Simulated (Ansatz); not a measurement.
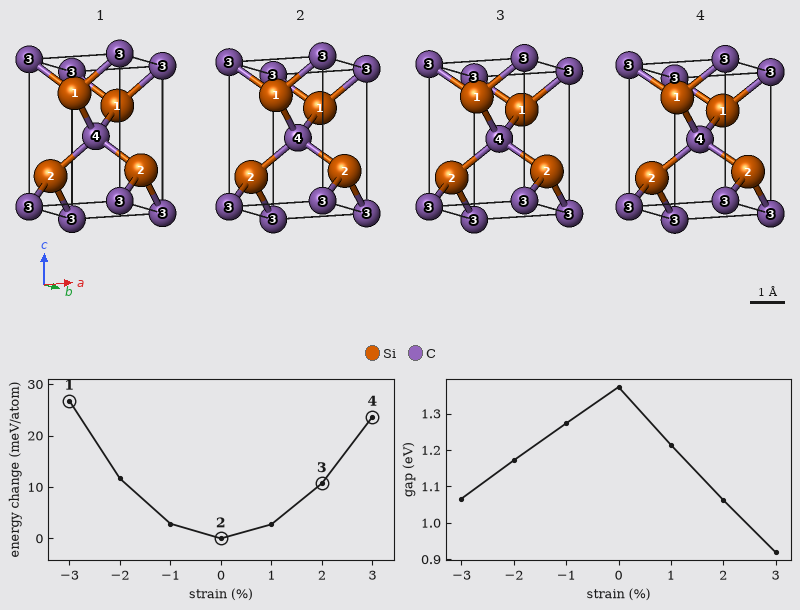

Members of a series of calculations on a crystal of SiC (set up in F-43m), marked on the first curve. The picture is a ball-and-stick view of the cell of the calculation, seen from a free direction.

Computed with DFT PBE, scalar-relativistic, plane waves, PAW (Ansatz). (plane-wave cutoff 420 eV; k-point mesh 10 × 10 × 6; occupations gaussian; smearing width 0.02 eV; no spin polarisation)

**Which kind of strain is it, and how does the structure respond?**

Biaxial strain in the a–b plane, c and atoms relaxed. 1 (strain −3.0 %): energy change 26.8 meV/atom, volume 10.07 Å³ per atom, gap 1.07 eV. 2 (strain 0.0 %): energy change 0.0 meV/atom, volume 10.50 Å³ per atom, gap 1.37 eV. 3 (strain 2.0 %): energy change 10.7 meV/atom, volume 10.78 Å³ per atom, gap 1.06 eV. 4 (strain 3.0 %): energy change 23.7 meV/atom, volume 10.91 Å³ per atom, gap 0.92 eV. The rest compares 1 with 4. The drawn cell changes as follows: a = b 3.004 → 3.190 Å (+6.2 %), c 4.464 → 4.290 Å (−3.9 %); the volume changes by +8.3 %. Among the bonded contacts that change: C–Si 1.871 → 1.922 Å.
